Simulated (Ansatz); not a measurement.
# Run report: C₈H, geometry relaxation (part 1 of 2)

The run: geometry relaxation of C₈H (slab, 9 atoms in the cell). Method and program: DFT PBE+D3(BJ), scalar-relativistic, plane waves, PAW, no spin polarisation (Ansatz 0.2.0).

The structure derives from a Materials Project entry. The input holds or restrains some coordinates. Forces given for the steps count only the free coordinates. It belongs to a series of runs on one base structure; here: H put at a hollow C-C site.

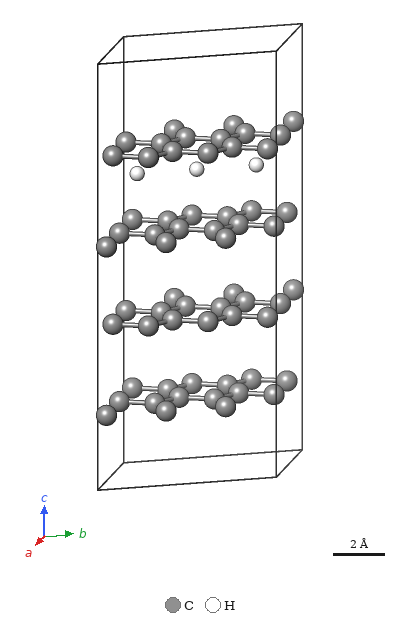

*The structure as given in the input (ball-and-stick view of the 2 × 3 repeat of the cell, with the vacuum cut short, seen slightly off an axis). An atom can appear more than once, as a periodic image.*

Results in brief

```json
{"quantity": "outcome", "value": "converged under the restraints of the input"}
{"quantity": "electrons treated", "value": "33"}
{"quantity": "free energy", "value": "−2022.1507 eV"}
{"quantity": "work function, top face", "value": "3.20 eV"}
{"quantity": "work function, bottom face", "value": "4.19 eV"}
{"quantity": "Fermi energy", "value": "1.738 eV"}
{"quantity": "gap on the k-point mesh", "value": "none (metallic)"}
{"quantity": "final volume", "value": "153.64 Å³"}
{"quantity": "work function (upper face)", "value": "3.20 eV"}
{"quantity": "largest force (length of the vector) at the end, held atoms and coordinates included", "value": "0.096 eV/Å"}
{"quantity": "hardware", "value": "2 threads of Intel Xeon @ 2.50GHz (Skylake/Cascade Lake), 189 GiB of memory available, shared host"}
{"quantity": "wall time", "value": "5.4 min (CPU time 11 min)"}
{"quantity": "peak memory", "value": "0.52 GiB"}
```

Notes

The program warns: the exchange-correlation potential is rough where the density is thin.

Input file
```yaml
crystal:
  lattice:
    - [2.4655379958, 0.0, 0.0]
    - [-1.2327689979, 2.1341461202, 0.0]
    - [0.0, 0.0, 29.1985170553]
  atoms:
    - { symbol: C, position: [0.0833101793, 0.1666203587, 0.2911106747] }
    - { symbol: C, position: [0.4166898206, 0.8333796413, 0.2911106747] }
    - { symbol: C, position: [0.5833101794, 0.1666203587, 0.4075389574] }
    - { symbol: C, position: [0.9166898206, 0.8333796413, 0.4075389574] }
    - { symbol: C, position: [0.0833101793, 0.1666203587, 0.5239644132] }
    - { symbol: C, position: [0.4166898206, 0.8333796413, 0.5239644132] }
    - { symbol: C, position: [0.5833101794, 0.1666203587, 0.640392696] }
    - { symbol: C, position: [0.9166898206, 0.8333796413, 0.640392696] }
    - { symbol: H, position: [0.25, 0.5, 0.6075143139] }
basis:
  ecutwfc: 420
kpoints:
  mp_grid: { grid: [12, 12, 1] }
hamiltonian:
  xc: pbe
  dispersion: d3bj
scf:
  occupations: { method: gaussian, width: 0.1 }
output:
  forces: true
  eigenvalues: true
  write_density: true
  write_potential: true
  elf: true
  volumetric_format: npy
relax:
  adjacent_minimum: "off"
  f_tol: 0.03
  max_steps: 70
  constraints: [{ sites: [0, 1, 2, 3] }]
efield:
  axis: 3
  dipole_correction: true
  ramp_width: 0.04
```

Launched with:
```bash
ansatz run input.yaml --threads 2 --pin off --max-ram 5120MiB --backend cpu --events-out ev --progress --plain --runs-dir out
```

Output
```
Engine: ansatz 0.2.0, x86_64-unknown-linux-gnu
Pseudopotentials: kind: paw
Pseudopotential: C, paw, valence charge 4, recommended cutoff 420 eV (normal), C.paw.azcp
Pseudopotential: H, paw, valence charge 1, recommended cutoff 420 eV (normal), H.paw.azcp
Functional definition: PBE
  parameter kappa = 0.804
  parameter beta = 0.06672455060314922
  exchange = pbe_x(kappa = kappa, mu = beta*pi^2/3)
  correlation = pbe_c(beta = beta)
Crystal: 9 atoms, lattice volume = 153.637 Å³
Basis set: ecut = 420 eV, 2887 PW (Γ), exchange–correlation on 36×36×400 points (8 copies of the dense FFT grid, shifted against one another)
Bands: 26, of which v1, the nominal top of the filled ones, is band 17 counted from 1 (16 counted from 0)
Symmetry: 4 space group operations
Space group: Cmm2 (ITA 35), of the structure as read, at distance tolerance 5.4e-5 Å
k-points: 43 of 144
Non-local potential: C, projectors of the file, l = 0: 2, l = 1: 2, l = 2: 1
Non-local potential: H, projectors of the file, l = 0: 2, l = 1: 1
PAW form: soft (Blöchl's): semilocal exchange-correlation on the pseudo side does not see the compensation charge
PAW one-centre angular grid: C, 110 points (default); XC on 64 Gauss nodes
PAW one-centre angular grid: H, 110 points (default); XC on 64 Gauss nodes
Initial density: superposition of atomic densities (neutral atoms: chi_scale 0, normalization atom), corrected by the library's trained network
Initial wavefunctions: pseudopotential atomic-orbital guess
Functional: x = pbe(κ = 0.804, μ = 0.2195149727645171), c = pbe(β = 0.06672455060314922)
SCF iter   1: F=—  HF=-2020.966564 eV  |F-HF|=—  |Δ(HF+E_count)|=         —  Δρ=1.06e-2  dr2=3.91e-1  ethr=1.77e-3  p=0.065 e·Å  D=7.65e-2 V/Å  ΔV_dip=-2.23 eV  dr2_dipole=4.47e-3  V_vac-E_F(+/−)=2.19/4.42 eV  ⟨swp⟩=7.8  Hψ=6382  notcnv=0  defer=13
efield: sawtooth ramp at fractional position 0.9458 (placed from the atoms, in the widest stretch of the axis that holds none; the zero of the levels goes with the place), width 0.0400; the density the first Hamiltonian is built on has a dipole p = 0.065 e·Å; the dipole correction subtracts the counter field D = 7.65e-2 V/Å, which shifts the + side's vacuum level by -2.23 eV against the − side's; the planar-averaged density in the ramp window peaks in size at 1.4e-5 e/Å³
preconditioner: auto → LDOS  [insulator: Δε(μ)=0.112 eV  Ē_g=15.112 eV  σ=0.100 eV  W_gap=0.51  n_scr=18 (ndim 8)  ℏωp=17.2 eV  f_vac=0.531  D(μ)=0.47/eV (n_scr^D=6)  ε∞_Penn≈2.3  β→1.0]
SCF iter   2: F=—  HF=-2021.075378 eV  |F-HF|=—  |Δ(HF+E_count)|=   1.09e-1  Δρ=1.17e-2  dr2=9.29e-1  ethr=1.18e-3  p=-0.017 e·Å  D=-2.01e-2 V/Å  ΔV_dip=0.59 eV  dr2_dipole=6.30e-2  V_vac-E_F(+/−)=4.77/4.19 eV  ⟨swp⟩=3.7  Hψ=2844  notcnv=0  defer=161  recentre
SCF iter   3: F=—  HF=-2020.868270 eV  |F-HF|=—  |Δ(HF+E_count)|=   2.07e-1  Δρ=1.88e-3  dr2=1.35e-2  ethr=1.18e-3  p=0.037 e·Å  D=4.33e-2 V/Å  ΔV_dip=-1.26 eV  dr2_dipole=9.46e-4  V_vac-E_F(+/−)=3.00/4.27 eV  ⟨swp⟩=3.4  Hψ=2714  notcnv=0  defer=155
SCF iter   4: F=—  HF=-2020.865881 eV  |F-HF|=—  |Δ(HF+E_count)|=   2.39e-3  Δρ=4.44e-4  dr2=8.68e-4  ethr=4.08e-5  p=0.038 e·Å  D=4.51e-2 V/Å  ΔV_dip=-1.32 eV  dr2_dipole=3.71e-5  V_vac-E_F(+/−)=2.91/4.22 eV  ⟨swp⟩=2.1  Hψ=1775  notcnv=0  defer=156
SCF iter   5: F=—  HF=-2020.865671 eV  |F-HF|=—  |Δ(HF+E_count)|=   2.10e-4  Δρ=1.87e-4  dr2=2.65e-4  ethr=2.63e-6  p=0.037 e·Å  D=4.41e-2 V/Å  ΔV_dip=-1.29 eV  dr2_dipole=9.17e-6  V_vac-E_F(+/−)=2.95/4.23 eV  ⟨swp⟩=2.0  Hψ=1593  notcnv=0  defer=156
SCF iter   6: F=—  HF=-2020.865639 eV  |F-HF|=—  |Δ(HF+E_count)|=   3.23e-5  Δρ=7.74e-5  dr2=3.99e-5  ethr=8.04e-7  p=0.037 e·Å  D=4.40e-2 V/Å  ΔV_dip=-1.28 eV  dr2_dipole=5.86e-6  V_vac-E_F(+/−)=2.95/4.24 eV  ⟨swp⟩=2.0  Hψ=1257  notcnv=0  defer=156
SCF iter   7: F=-2020.865636 eV  HF=-2020.865638 eV  |F-HF|=1.82e-6  |Δ(HF+E_count)|=   1.11e-6  Δρ=3.02e-5  dr2=2.94e-6  ethr=6.82e-8  p=0.037 e·Å  D=4.41e-2 V/Å  ΔV_dip=-1.29 eV  dr2_dipole=3.44e-7  V_vac-E_F(+/−)=2.95/4.24 eV  ⟨swp⟩=22.3  Hψ=11320  notcnv=0
SCF 1 converged in 7 iterations: F = -2020.865636 eV  dr2 = 2.94e-6
  greatest PAW one-centre occupation: 0.673 electrons in one spin orbital (limit 2), on the C atom at site 1 (counted from 0), in its partial waves of l = 0
relax step   1: F+E_penalty+E_count = -2020.86563586 eV  Δ(F+E_penalty+E_count) = +0.000e0 eV  max|allowed force component| = 2.294e0 eV/Å  Δτ_max = 0.0000 Å  (7 SCF iters, dr2 threshold 2.25e-5 eV, accepted)
Initial density: handed on by an earlier stage of this run
Initial wavefunctions: those handed on with the density
iter 1 solved again at ethr=1.44e-3 eV; its pass at ethr=3.10e-3 eV (dr2=4.75e-1 eV) is discarded
SCF iter   1: F=—  HF=-2021.253502 eV  |F-HF|=—  |Δ(HF+E_count)|=         —  Δρ=1.07e-2  dr2=4.76e-1  ethr=1.44e-3  p=0.037 e·Å  D=4.41e-2 V/Å  ΔV_dip=-1.29 eV  dr2_dipole=1.28e-1  V_vac-E_F(+/−)=3.24/4.53 eV  ⟨swp⟩=1.1  Hψ=4953  notcnv=0  defer=101
efield: sawtooth ramp at fractional position 0.9458 (handed on by an earlier solve), width 0.0400; the density the first Hamiltonian is built on has a dipole p = 0.037 e·Å; the dipole correction subtracts the counter field D = 4.41e-2 V/Å, which shifts the + side's vacuum level by -1.29 eV against the − side's; the planar-averaged density in the ramp window peaks in size at 1.7e-6 e/Å³
preconditioner: auto → LDOS  [metal: Δε(μ)=0.042 eV  Ē_g=15.126 eV  σ=0.100 eV  W_gap=0.23  n_scr=18 (ndim 8)  ℏωp=17.2 eV  f_vac=0.530  D(μ)=1.28/eV (n_scr^D=10)  β→1.0]
SCF iter   2: F=—  HF=-2021.224119 eV  |F-HF|=—  |Δ(HF+E_count)|=   2.94e-2  Δρ=5.40e-3  dr2=7.40e-2  ethr=1.44e-3  p=0.030 e·Å  D=3.50e-2 V/Å  ΔV_dip=-1.02 eV  dr2_dipole=2.28e-3  V_vac-E_F(+/−)=3.27/4.30 eV  ⟨swp⟩=2.6  Hψ=1663  notcnv=0  defer=101
SCF iter   3: F=—  HF=-2021.200791 eV  |F-HF|=—  |Δ(HF+E_count)|=   2.33e-2  Δρ=1.37e-3  dr2=1.04e-2  ethr=2.24e-4  p=0.028 e·Å  D=3.31e-2 V/Å  ΔV_dip=-0.97 eV  dr2_dipole=3.38e-4  V_vac-E_F(+/−)=3.28/4.25 eV  ⟨swp⟩=2.1  Hψ=2164  notcnv=0  defer=142
SCF iter   4: F=—  HF=-2021.199368 eV  |F-HF|=—  |Δ(HF+E_count)|=   1.42e-3  Δρ=6.52e-4  dr2=2.61e-3  ethr=3.16e-5  p=0.027 e·Å  D=3.20e-2 V/Å  ΔV_dip=-0.94 eV  dr2_dipole=2.54e-4  V_vac-E_F(+/−)=3.28/4.22 eV  ⟨swp⟩=2.0  Hψ=1387  notcnv=0  defer=142
SCF iter   5: F=—  HF=-2021.199059 eV  |F-HF|=—  |Δ(HF+E_count)|=   3.09e-4  Δρ=2.84e-4  dr2=3.67e-4  ethr=7.90e-6  p=0.028 e·Å  D=3.29e-2 V/Å  ΔV_dip=-0.96 eV  dr2_dipole=3.83e-9  V_vac-E_F(+/−)=3.28/4.24 eV  ⟨swp⟩=2.0  Hψ=1284  notcnv=0  defer=141
SCF iter   6: F=-2021.199023 eV  HF=-2021.199024 eV  |F-HF|=1.01e-6  |Δ(HF+E_count)|=   3.47e-5  Δρ=7.70e-5  dr2=1.12e-5  ethr=3.03e-7  p=0.028 e·Å  D=3.29e-2 V/Å  ΔV_dip=-0.96 eV  dr2_dipole=2.36e-7  V_vac-E_F(+/−)=3.27/4.23 eV  ⟨swp⟩=20.9  Hψ=12144  notcnv=0
SCF 2 converged in 6 iterations: F = -2021.199023 eV  dr2 = 1.12e-5
relax step   2: F+E_penalty+E_count = -2021.19902327 eV  Δ(F+E_penalty+E_count) = -3.334e-1 eV  max|allowed force component| = 9.824e-1 eV/Å  Δτ_max = 0.1939 Å  (6 SCF iters, dr2 threshold 1.00e-4 eV, accepted)
[... from here on the SCF iterations and repeated set-up lines of each step are left out, up to the last step ...]
SCF 3 converged in 7 iterations: F = -2021.387749 eV  dr2 = 3.88e-6
relax step   3: F+E_penalty+E_count = -2021.38774852 eV  Δ(F+E_penalty+E_count) = -1.887e-1 eV  max|allowed force component| = 9.586e-1 eV/Å  Δτ_max = 0.1940 Å  (7 SCF iters, dr2 threshold 6.03e-5 eV, accepted)
SCF 4 converged in 5 iterations: F = -2021.616126 eV  dr2 = 1.93e-5
relax step   4: F+E_penalty+E_count = -2021.61612572 eV  Δ(F+E_penalty+E_count) = -2.284e-1 eV  max|allowed force component| = 1.081e0 eV/Å  Δτ_max = 0.1946 Å  (5 SCF iters, dr2 threshold 1.00e-4 eV, accepted)
SCF 5 converged in 6 iterations: F = -2021.839708 eV  dr2 = 8.15e-6
relax step   5: F+E_penalty+E_count = -2021.83970771 eV  Δ(F+E_penalty+E_count) = -2.236e-1 eV  max|allowed force component| = 9.331e-1 eV/Å  Δτ_max = 0.1970 Å  (6 SCF iters, dr2 threshold 1.00e-4 eV, accepted)
SCF 6 converged in 6 iterations: F = -2022.002640 eV  dr2 = 2.91e-5
relax step   6: F+E_penalty+E_count = -2022.00264035 eV  Δ(F+E_penalty+E_count) = -1.629e-1 eV  max|allowed force component| = 7.621e-1 eV/Å  Δτ_max = 0.1945 Å  (6 SCF iters, dr2 threshold 1.00e-4 eV, accepted)
SCF 7 converged in 5 iterations: F = -2022.060097 eV  dr2 = 2.23e-5
relax step   7: F+E_penalty+E_count = -2022.06009748 eV  Δ(F+E_penalty+E_count) = -5.746e-2 eV  max|allowed force component| = 1.655e0 eV/Å  Δτ_max = 0.1949 Å  (5 SCF iters, dr2 threshold 1.00e-4 eV, accepted)
SCF 8 converged in 6 iterations: F = -2022.114280 eV  dr2 = 9.42e-6
relax step   8: F+E_penalty+E_count = -2022.11427991 eV  Δ(F+E_penalty+E_count) = -5.418e-2 eV  max|allowed force component| = 4.345e-1 eV/Å  Δτ_max = 0.1929 Å  (6 SCF iters, dr2 threshold 1.00e-4 eV, accepted)
SCF 9 converged in 6 iterations: F = -2022.141829 eV  dr2 = 3.00e-6
relax step   9: F+E_penalty+E_count = -2022.14182892 eV  Δ(F+E_penalty+E_count) = -2.755e-2 eV  max|allowed force component| = 1.247e-1 eV/Å  Δτ_max = 0.1949 Å  (6 SCF iters, dr2 threshold 1.30e-5 eV, accepted)
SCF 10 converged in 11 iterations: F = -2022.145778 eV  dr2 = 9.57e-13
relax step  10: F+E_penalty+E_count = -2022.14577849 eV  Δ(F+E_penalty+E_count) = -3.950e-3 eV  max|allowed force component| = 6.100e-2 eV/Å  Δτ_max = 0.0983 Å  (11 SCF iters, dr2 threshold 1.07e-6 eV, accepted)
SCF 11 converged in 10 iterations: F = -2022.150010 eV  dr2 = 1.45e-10
relax step  11: F+E_penalty+E_count = -2022.15001039 eV  Δ(F+E_penalty+E_count) = -4.232e-3 eV  max|allowed force component| = 1.131e-1 eV/Å  Δτ_max = 0.1952 Å  (10 SCF iters, accepted)
SCF 12 converged in 7 iterations: F = -2022.150490 eV  dr2 = 6.37e-9
relax step  12: F+E_penalty+E_count = -2022.15049032 eV  Δ(F+E_penalty+E_count) = -4.799e-4 eV  max|allowed force component| = 4.630e-2 eV/Å  Δτ_max = 0.0357 Å  (7 SCF iters, dr2 threshold 3.06e-6 eV, accepted)
SCF 13 converged in 8 iterations: F = -2022.150642 eV  dr2 = 9.02e-11
relax step  13: F+E_penalty+E_count = -2022.15064152 eV  Δ(F+E_penalty+E_count) = -1.512e-4 eV  max|allowed force component| = 4.823e-2 eV/Å  Δτ_max = 0.0167 Å  (8 SCF iters, accepted)
SCF iter   1: F=—  HF=-2022.150806 eV  |F-HF|=—  |Δ(HF+E_count)|=         —  Δρ=5.06e-4  dr2=3.46e-4  ethr=1.64e-5  p=0.029 e·Å  D=3.38e-2 V/Å  ΔV_dip=-0.99 eV  dr2_dipole=2.16e-5  V_vac-E_F(+/−)=3.20/4.19 eV  ⟨swp⟩=2.0  Hψ=2676  notcnv=0  defer=34
efield: sawtooth ramp at fractional position 0.9458 (handed on by an earlier solve), width 0.0400; the density the first Hamiltonian is built on has a dipole p = 0.029 e·Å; the dipole correction subtracts the counter field D = 3.38e-2 V/Å, which shifts the + side's vacuum level by -0.99 eV against the − side's; the planar-averaged density in the ramp window peaks in size at 1.7e-6 e/Å³
preconditioner: auto → LDOS  [metal: Δε(μ)=0.053 eV  Ē_g=15.565 eV  σ=0.100 eV  W_gap=0.28  n_scr=18 (ndim 8)  ℏωp=17.2 eV  f_vac=0.537  D(μ)=1.16/eV (n_scr^D=10)  β→1.0]
SCF iter   2: F=—  HF=-2022.150733 eV  |F-HF|=—  |Δ(HF+E_count)|=   7.33e-5  Δρ=2.36e-4  dr2=1.70e-4  ethr=1.05e-6  p=0.028 e·Å  D=3.36e-2 V/Å  ΔV_dip=-0.98 eV  dr2_dipole=1.51e-5  V_vac-E_F(+/−)=3.21/4.19 eV  ⟨swp⟩=2.0  Hψ=2091  notcnv=0  defer=85
SCF iter   3: F=—  HF=-2022.150705 eV  |F-HF|=—  |Δ(HF+E_count)|=   2.79e-5  Δρ=2.78e-5  dr2=1.23e-6  ethr=5.14e-7  p=0.029 e·Å  D=3.37e-2 V/Å  ΔV_dip=-0.99 eV  dr2_dipole=8.15e-8  V_vac-E_F(+/−)=3.20/4.19 eV  ⟨swp⟩=2.0  Hψ=1391  notcnv=0  defer=85
SCF iter   4: F=—  HF=-2022.150675 eV  |F-HF|=—  |Δ(HF+E_count)|=   2.95e-5  Δρ=1.10e-5  dr2=6.02e-7  ethr=3.03e-10  p=0.029 e·Å  D=3.38e-2 V/Å  ΔV_dip=-0.99 eV  dr2_dipole=1.74e-8  V_vac-E_F(+/−)=3.20/4.19 eV  ⟨swp⟩=17.0  Hψ=10181  notcnv=0
iter 5 did not close the SCF: its close was put off until two iterations running show no level that it waits for move by more than its bar (scf_convergence_deferred on its scf_iter line)
SCF iter   5: F=-2022.150675 eV  HF=-2022.150675 eV  |F-HF|=5.60e-8  |Δ(HF+E_count)|=   5.20e-8  Δρ=2.95e-6  dr2=1.72e-8  ethr=3.03e-10  p=0.029 e·Å  D=3.38e-2 V/Å  ΔV_dip=-0.99 eV  dr2_dipole=1.79e-9  V_vac-E_F(+/−)=3.20/4.19 eV  ⟨swp⟩=10.9  Hψ=8330  notcnv=0
SCF iter   6: F=-2022.150675 eV  HF=-2022.150675 eV  |F-HF|=3.00e-8  |Δ(HF+E_count)|=   3.36e-8  Δρ=1.34e-6  dr2=5.47e-9  ethr=5.20e-11  p=0.029 e·Å  D=3.38e-2 V/Å  ΔV_dip=-0.99 eV  dr2_dipole=5.81e-13  V_vac-E_F(+/−)=3.20/4.19 eV  ⟨swp⟩=9.5  Hψ=7506  notcnv=0
SCF 14 converged in 6 iterations: F = -2022.150675 eV  dr2 = 5.47e-9
relax step  14: F+E_penalty+E_count = -2022.15067545 eV  Δ(F+E_penalty+E_count) = -3.394e-5 eV  max|allowed force component| = 5.287e-4 eV/Å  Δτ_max = 0.0036 Å  (6 SCF iters, accepted)
```

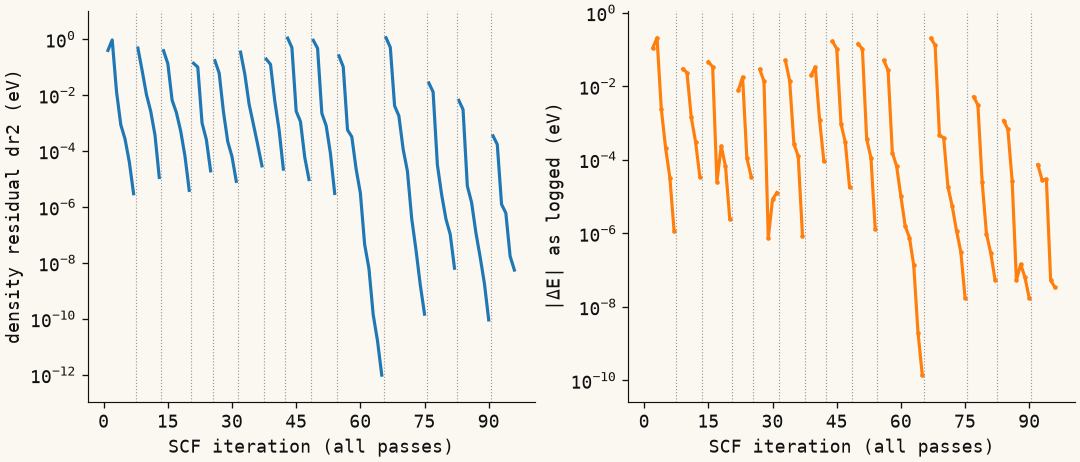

*Convergence of the self-consistent field: density residual dr2 and size of the energy change against the SCF iteration. The dotted lines part the SCF passes of the relaxation: geometry steps, rejected trials and re-solves on a re-selected basis.*

The 14 passes take 5 to 11 iterations each, 96 in all.

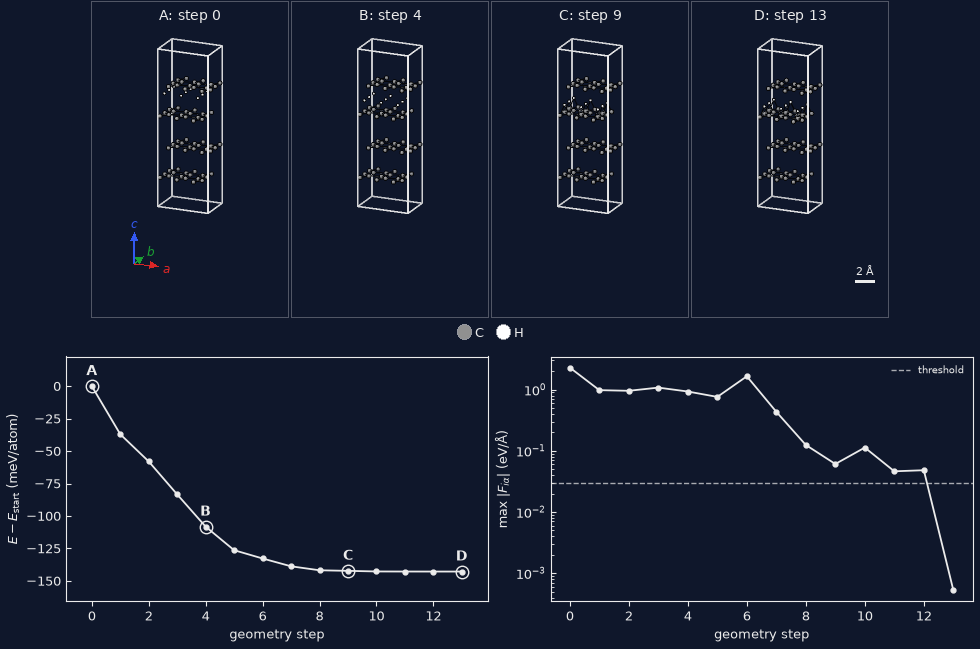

*Frames of the restrained relaxation (ball-and-stick view of the 3 × 3 repeat of the cell, with the vacuum cut short, seen slightly off an axis) above the curves, on which the letters mark them (the first geometry is step 0 here and step 1 in the log).*

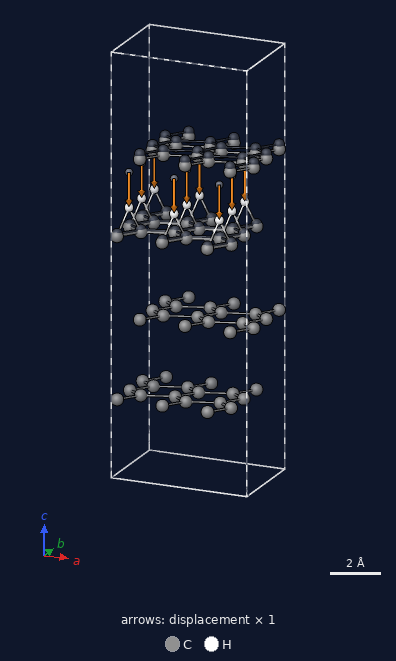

*Start (faint) and end (solid) with the displacements as orange arrows, at true length (ball-and-stick view of the 3 × 3 repeat of the cell, with the vacuum cut short, seen slightly off an axis).*

The atom that moves furthest is H9 (1.45 Å). Largest moves by element: H 1.45 Å, C 0.21 Å. The cell doesn't change. Distances before and after: C5–H9 2.541 → 1.315 Å, C5–C6 1.423 → 1.453 Å. Among the angles that change: C6–C5–C6 120.0° → 122.1°. The energy falls by 143 meV per atom in 13 geometry steps. The largest force component goes from 2.3 to 0.00053 eV/Å. (Atoms are counted from 1 in the order of the input.)
